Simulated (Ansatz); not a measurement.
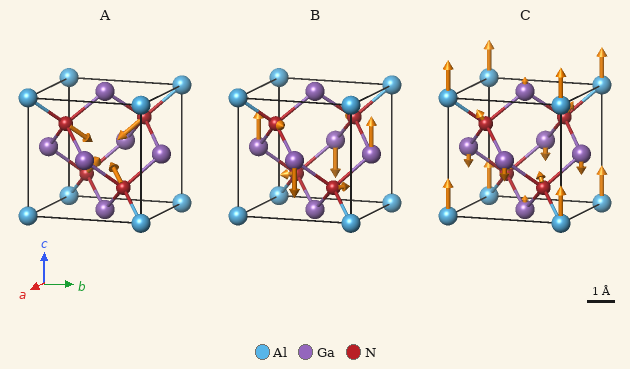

Modes of a crystal of AlGa$_{3}$N$_{4}$, space group P-43m (No. 215), at the zone centre (one member of each degenerate set). The orange arrows are the displacements of the atoms (eigenvector over the root of the mass), of arbitrary overall length and sign. A ball-and-stick model of the cell of the calculation, seen slightly off an axis.

All numbers below come from Ansatz, DFT r2SCAN, scalar-relativistic, plane waves, PAW.

Frequencies are those without the non-analytic (LO–TO) term.

Q: Which are infrared-active and which Raman-active?

A: A is A₁, Raman-active by symmetry (712 cm⁻¹). B is T₁, silent by symmetry (neither infrared- nor Raman-active) (196 cm⁻¹). C is T₂, infrared- and Raman-active by symmetry (420 cm⁻¹).
